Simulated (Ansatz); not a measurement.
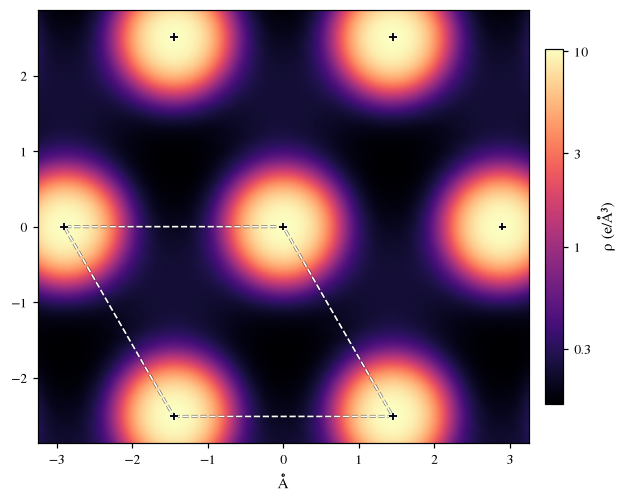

The valence electron density on a plane through atoms (crosses mark nuclei in the plane).

The calculation used DFT PBEsol, scalar-relativistic, plane waves, PAW in Ansatz.

Candidates:
A. Ga2O3, a = 12.28 Å, b = 3.05 Å, c = 5.81 Å, α = 90.00°, β = 103.72°, γ = 90.00°. Space group C2/m.
B. Ru, a = 2.69 Å, b = 2.69 Å, c = 4.25 Å, α = 90.00°, β = 90.00°, γ = 120.00°. Space group P6₃/mmc; computed without spin polarisation.
C. Ti, a = 2.90 Å, b = 2.90 Å, c = 4.59 Å, α = 90.00°, β = 90.00°, γ = 120.00°. Space group P6₃/mmc; a generated structure, not necessarily the stable one; computed without spin polarisation.

> Which candidate gave the map?

Candidate C: Ti on the (001) plane of the conventional cell, which holds Ti. Ti–Ti (2.90 Å): ρ at the midpoint is about 0.2 e/Å³.
